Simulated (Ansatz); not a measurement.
# Geometry relaxation of Cr (part 2 of 2)

Cr (P6₃/mmc, 2 atoms in the cell); DFT, PBE, PAW with Ansatz's default frozen-core files, scalar-relativistic, no spin polarisation (Ansatz 0.2.0); cutoff 420 eV, 17×17×9 k-mesh, Fermi–Dirac smearing of 0.1 eV. Its volume is 0.60 times that of the source entry. It belongs to a series of runs on one base structure; here: shape and atoms relaxed at 0.6 of the volume.

Geometry of the input (Å; fractional positions):
```
2.0998  0.0000  0.0000
-1.0499  1.8184  0.0000
0.0000  0.0000  3.7487
Cr 0.3333  0.6667  0.2500
Cr 0.6667  0.3333  0.7500
```

Output, continued
```
relax step   6: F+E_penalty+E_count = -6748.34090685 eV  Δ(F+E_penalty+E_count) = -2.291e-3 eV  max|allowed force component| = 2.961e-16 eV/Å  Δτ_max = 0.0000 Å  P = +318.566 GPa  Ω = 14.313 Å³  energy of the carried Pulay correction = +1.217e-4 eV  fix = [volume]  reactions: volume +318.566 GPa  (6 SCF iters, accepted)
Basis set: ecut = 420 eV, 287 PW (Γ), exchange–correlation on 30×30×48 points (8 copies of the dense FFT grid, shifted against one another)
Initial wavefunctions: pseudopotential atomic-orbital guess (no wavefunctions were taken with the density)
iter 1 solved again at ethr=1.20e-8 eV; its pass at ethr=3.10e-3 eV (dr2=3.35e-6 eV) is discarded
SCF iter   1: F=—  HF=-6748.341222 eV  |F-HF|=—  |Δ(HF+E_count)|=         —  Δρ=8.72e-4  dr2=2.52e-6  ethr=1.20e-8  ⟨swp⟩=3.0  Hψ=19584  notcnv=0
preconditioner: auto → none  [metal: Δε(μ)=0.017 eV  Ē_g=25.590 eV  σ=0.100 eV  W_gap=0.04  n_scr=2 (ndim 8)  ℏωp=48.1 eV  f_vac=0.000  D(μ)=2.24/eV (n_scr^D=36)]
SCF iter   2: F=—  HF=-6748.341311 eV  |F-HF|=—  |Δ(HF+E_count)|=   8.85e-5  Δρ=4.38e-4  dr2=7.45e-7  ethr=9.01e-9  ⟨swp⟩=1.9  Hψ=3840  notcnv=0
SCF iter   3: F=—  HF=-6748.341334 eV  |F-HF|=—  |Δ(HF+E_count)|=   2.30e-5  Δρ=2.93e-5  dr2=5.49e-8  ethr=2.66e-9  ⟨swp⟩=2.6  Hψ=4806  notcnv=0
iter 4 did not close the SCF: its close was put off for the readings that it lacked (scf_convergence_deferred on its scf_iter line)
SCF iter   4: F=-6748.341334 eV  HF=-6748.341334 eV  |F-HF|=9.55e-11  |Δ(HF+E_count)|=   3.08e-9  Δρ=1.97e-6  dr2=1.29e-10  ethr=1.96e-10  ⟨swp⟩=2.0  Hψ=5092  notcnv=0
iter 5 did not close the SCF: its close was put off for the readings that it lacked (scf_convergence_deferred on its scf_iter line)
SCF iter   5: F=-6748.341334 eV  HF=-6748.341334 eV  |F-HF|=2.73e-12  |Δ(HF+E_count)|=  1.06e-10  Δρ=2.97e-7  dr2=2.59e-12  ethr=1.00e-12  ⟨swp⟩=2.2  Hψ=3955  notcnv=0
SCF iter   6: F=-6748.341334 eV  HF=-6748.341334 eV  |F-HF|=1.82e-12  |Δ(HF+E_count)|=  4.55e-12  Δρ=4.80e-8  dr2=2.86e-14  ethr=1.00e-12  ⟨swp⟩=1.9  Hψ=7680  notcnv=0
SCF 7 converged in 6 iterations: F = -6748.341334 eV  dr2 = 2.86e-14
relax step   7: F+E_penalty+E_count = -6748.34133378 eV  Δ(F+E_penalty+E_count) = -4.269e-4 eV  max|allowed force component| = 2.498e-16 eV/Å  Δτ_max = 0.0000 Å  P = +318.658 GPa  Ω = 14.313 Å³  fix = [volume]  reactions: volume +318.658 GPa  stress off target by 3.11e-1 GPa on what of the cell is left free  SCF on the basis re-selected at this cell (its energy is not comparable with the rows above)  (6 SCF iters)
```

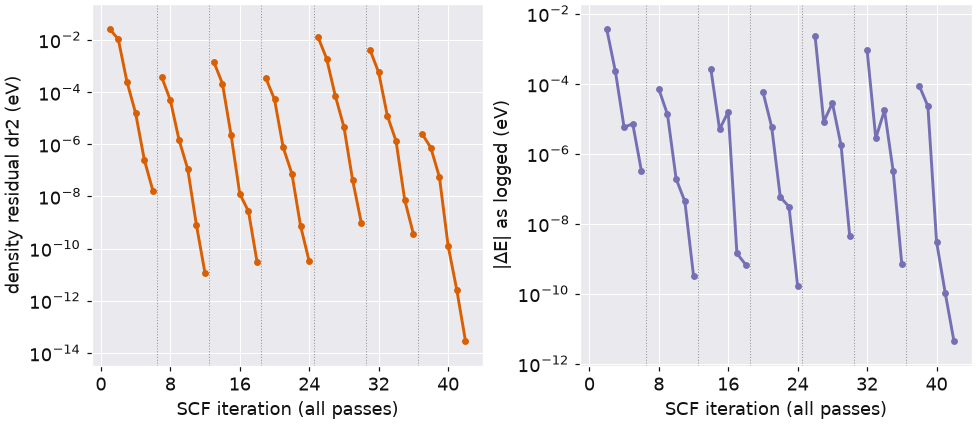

Figure 1. Convergence of the self-consistent field: density residual dr2 and size of the energy change against the SCF iteration. The dotted lines part the SCF passes of the relaxation: geometry steps, rejected trials and re-solves on a re-selected basis. The 7 passes take 6 iterations each, 42 in all.

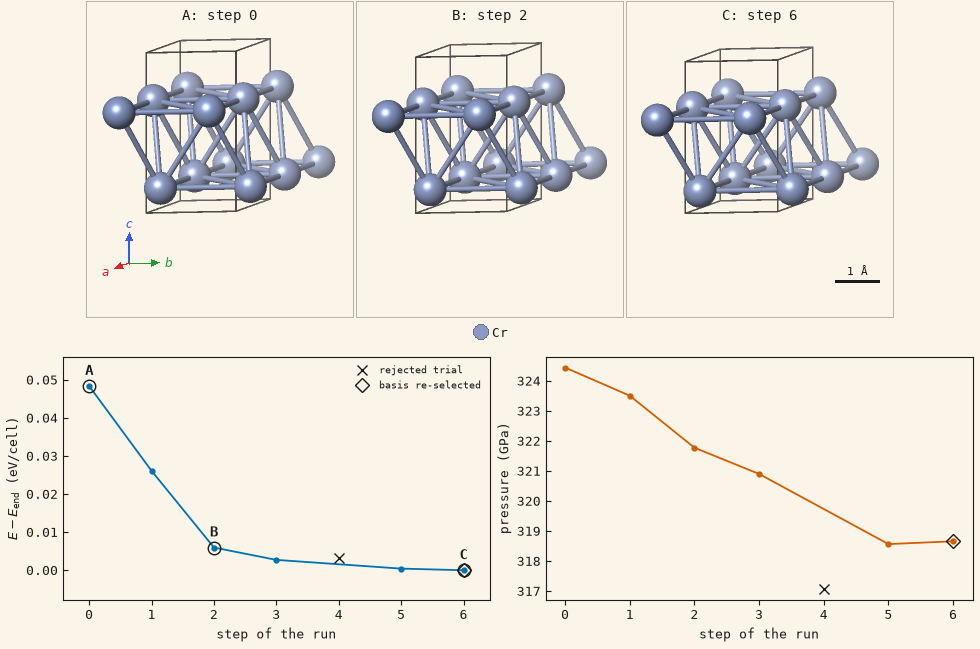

Figure 2. Frames of the relaxation (ball-and-stick view of the cell of the calculation, repeated 3 × 2 × 1, seen slightly off an axis) above the curves, on which the letters mark them (the first geometry is step 0 here and step 1 in the log).

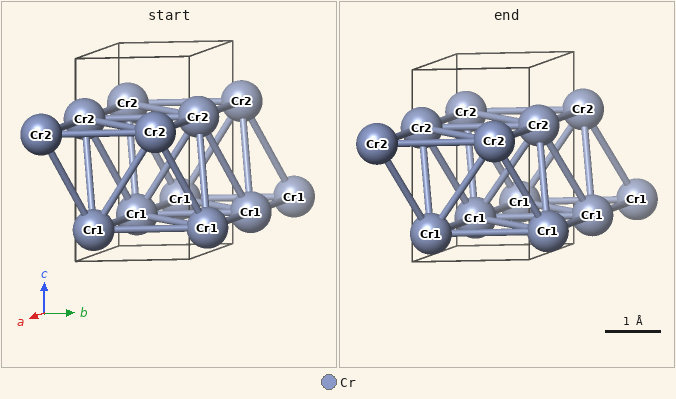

Figure 3. Before (left) and after (right) the relaxation, at one scale (ball-and-stick view of the cell of the calculation, repeated 3 × 2 × 1, seen slightly off an axis). After 5 geometry steps the energy has fallen by 48.0 meV per cell of the calculation. All forces vanish by symmetry, so only the cell relaxes. The pressure goes from 324.44 to 318.66 GPa. The line search rejected the trial step at point 4 (counted from 0) and went back. No atom moves by more than 0.005 Å relative to the cell. The drawn cell changes at constant volume: a = b 2.100 → 2.158 Å (+2.8 %), c 3.749 → 3.548 Å (−5.4 %). Among the contacts that change: Cr1–Cr2 2.232 → 2.168 Å, Cr1–Cr1 2.100 → 2.158 Å. The space group stays P6_3/mmc (No. 194). A last SCF at the same geometry on a re-selected plane-wave basis shifts the energy by −0.4 meV per cell of the calculation. (Atoms are counted from 1 in the order of the input.)

```
basis re-selected at this cell: Δ(F+E_penalty+E_count) = -4.269e-4 eV, ΔP = +0.092 GPa vs the last step (what re-selecting the basis moved, of the pressure what is left beyond the Pulay correction that the steps carried, after the strain that the cell walked since its last selection, with what the two solves' SCF thresholds leave and, on support functions, any second-order correction that the steps lacked; it is no measure of the basis error at this ecutwfc). The dense FFT grid was sized anew with the basis: this SCF ran on 15×15×24 points, the steps before it on 15×15×27, so part of this shift can come from that change (see relax.cell in the input reference). This SCF's stress stands 3.11e-1 GPa from its target on what of the cell is left free (relax.cell.stress_tol is 3.50e-1 GPa) and its largest allowed force component is 2.50e-16 eV/Å (relax.f_tol is 5.00e-3 eV/Å): within both
SCF converged after 6 iterations
Free energy (F): -6748.341334 eV
Harris-Foulkes:  -6748.341334 eV  (|F-HF|=1.82e-12)
Internal energy: -6748.267787 eV  (E = F + TS)
E sigma→0 (E₀):  -6748.304560 eV
Entropy (-TS):   -0.073547 eV (-36.773 meV/atom)
Fermi energy:    32.603844 eV
--- Per-component energies (eV) ---
  E_band       = 75.003895
  E_kinetic    = 730.338000
  E_local      = -1507.885685  (includes V_loc(G=0)·N_el)
  E_nonlocal   = 181.959336
  E_hartree    = 776.878977
  E_xc         = -290.190290
  E_vxc        = -371.315696  (∫ρ·V_xc dr)
  E_paw        = -2409.521570  (= ΣΔE_a)
  E_vpaw       = -511.850844  (= ΣTr[D̂ρ^β])
  E_aug_tail   = 0.000826  (compensation charges beyond the density's cutoff)
  E_ewald      = -4229.847381
  E_smearing   = -0.073547  (= −TS)
  E_closure    = -0.000000  (closes the sum)
  Σ components = -6748.341334   (vs F -6748.341334, Δ=0.00e0)
--- Forces (eV/Å), atoms counted from 1 ---
  atom   1  Cr    -0.00000000    -0.00000000     0.00000000
  atom   2  Cr    -0.00000000     0.00000000     0.00000000
  max |Σ_I F_I| component: 3.70e-17 eV/Å
--- Stress (GPa, compression-positive) ---
      318.813266       0.000000       0.000000
        0.000000     318.813266       0.000000
        0.000000       0.000000     318.347304
  P = ⅓ Tr σ = 318.6579 GPa (3186.579 kbar)
--- Relaxed structure (6 steps of the walk, 5 accepted, 1 SCFs on fresh bases) ---
  F+E_penalty+E_count = -6748.34133378 eV   max|allowed force component| = 2.498e-16 eV/Å   (the final SCF, on the basis selected at the relaxed cell)
  cell:  # Å, volume = 14.3134 Å³
    - [2.158355494756933, 0.0, 0.0]
    - [-1.0791777473784665, 1.869190688857235, 0.0]
    - [0.0, 0.0, 3.547856689690995]
  atoms:
    - { symbol: Cr, position: [0.3333333333333333, 0.6666666666666666, 0.24999999999999997] }
    - { symbol: Cr, position: [0.6666666666666666, 0.3333333333333333, 0.7499999999999999] }
```

Trajectory as extended XYZ (Å, eV, eV/Å), 7 frames, from step=1 to step=7
```
2
Lattice="2.0998 0.0000 0.0000 -1.0499 1.8184 0.0000 0.0000 0.0000 3.7487" Properties=species:S:1:pos:R:3:forces:R:3 step=1 energy=-6748.29295 pressure_GPa=324.44
Cr    0.0000    1.2123    0.9372    0.0000   0.0000   0.0000
Cr    1.0499    0.6061    2.8115    0.0000   0.0000   0.0000
2
Lattice="2.1095 0.0000 0.0000 -1.0548 1.8269 0.0000 0.0000 0.0000 3.7140" Properties=species:S:1:pos:R:3:forces:R:3 step=2 energy=-6748.31523 pressure_GPa=323.51
Cr    0.0000    1.2179    0.9285    0.0000   0.0000   0.0000
Cr    1.0548    0.6090    2.7855    0.0000   0.0000   0.0000
2
Lattice="2.1279 0.0000 0.0000 -1.0640 1.8428 0.0000 0.0000 0.0000 3.6501" Properties=species:S:1:pos:R:3:forces:R:3 step=3 energy=-6748.33537 pressure_GPa=321.77
Cr    0.0000    1.2286    0.9125    0.0000   0.0000   0.0000
Cr    1.0640    0.6143    2.7375    0.0000   0.0000   0.0000
2
Lattice="2.1362 0.0000 0.0000 -1.0681 1.8500 0.0000 0.0000 0.0000 3.6220" Properties=species:S:1:pos:R:3:forces:R:3 step=4 energy=-6748.33862 pressure_GPa=320.90
Cr    0.0000    1.2333    0.9055    0.0000   0.0000   0.0000
Cr    1.0681    0.6167    2.7165    0.0000   0.0000   0.0000
2
Lattice="2.1876 0.0000 0.0000 -1.0938 1.8945 0.0000 0.0000 0.0000 3.4536" Properties=species:S:1:pos:R:3:forces:R:3 step=5 energy=-6748.33802 pressure_GPa=317.08 accepted=F
Cr    0.0000    1.2630    0.8634    0.0000   0.0000   0.0000
Cr    1.0938    0.6315    2.5902    0.0000   0.0000   0.0000
2
Lattice="2.1584 0.0000 0.0000 -1.0792 1.8692 0.0000 0.0000 0.0000 3.5479" Properties=species:S:1:pos:R:3:forces:R:3 step=6 energy=-6748.34091 pressure_GPa=318.57
Cr    0.0000    1.2461    0.8870    0.0000   0.0000   0.0000
Cr    1.0792    0.6231    2.6609    0.0000   0.0000   0.0000
2
Lattice="2.1584 0.0000 0.0000 -1.0792 1.8692 0.0000 0.0000 0.0000 3.5479" Properties=species:S:1:pos:R:3:forces:R:3 step=7 energy=-6748.34133 pressure_GPa=318.66
Cr    0.0000    1.2461    0.8870    0.0000   0.0000   0.0000
Cr    1.0792    0.6231    2.6609    0.0000   0.0000   0.0000
```

Results in brief

- outcome: converged
- space group (tolerance 0.01 Å): P6₃/mmc (194)
- electrons treated: 28
- free energy: −6748.3413 eV
- Fermi energy: 32.604 eV
- pressure: 318.66 GPa
- final volume: 14.31 Å³
- largest force (length of the vector) at the end: under 0.001 eV/Å
- final cell: a = 2.158 Å, b = 2.158 Å, c = 3.548 Å, α = 90.00°, β = 90.00°, γ = 120.00°
- wall time: 16 s
- peak memory: 0.32 GiB

Remarks

The run has no spin polarisation, so a magnetic state may lie lower. The cell is under a pressure of 319 GPa at this level, so it is not at its equilibrium volume.
